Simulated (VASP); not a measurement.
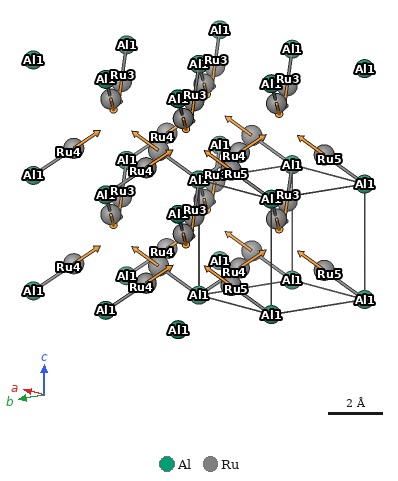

A relaxation of solid AlRu4 (a generated structure, set up in P-43m). The starting structure is drawn; orange arrows show the displacements (the part carried along by the change of the cell is left out), 3 times their true length.

The picture is a ball-and-stick view of the cell of the calculation, repeated 2 × 2 × 2 with one cell outlined, seen from a free direction.

The run lets cell and atoms move.

The calculation used Kohn-Sham DFT of a periodic cell, PBE, VASP PAW PBE potentials, recommended in VASP 6.6.1.

The input:
```
ALGO = Fast
EDIFF = 1E-6
EDIFFG = -0.02
ENCUT = 600
GGA = PE
IBRION = 2
ISIF = 3
ISMEAR = 1
LASPH = True
LCHARG = False
LREAL = False
LWAVE = False
NELM = 80
NSW = 60
PREC = Accurate
SIGMA = 0.2
```

Launched with:
```bash
cat potpaw_PBE.64/Al/POTCAR potpaw_PBE.64/Ru_pv/POTCAR > POTCAR
mpirun -np 1 vasp_std > vasp.out
```

### Atoms of which element are displaced furthest, and by how much?

Ruthenium: up to 0.42 Å, against 0.00 Å for aluminium.

### Describe the change and its energy.

The largest moves relative to the cell, 0.42 Å, are those of Ru atoms. Al stays in place. The volume changes by −2.4 %, with a = b = c 4.393 → 4.358 Å (−0.8 %). Some distances before and after: Ru–Ru 3.184 → 2.469 Å, Al–Ru 1.855 → 2.262 Å. New bonds form: Ru–Ru (3.18 → 2.47 Å). The space group stays P-43m (No. 215). Over 13 geometry steps the energy falls by 11.517 eV per cell of the calculation. The largest force component goes from 7.8 to 0.0037 eV/Å. The pressure goes from 30.94 to −0.05 GPa.
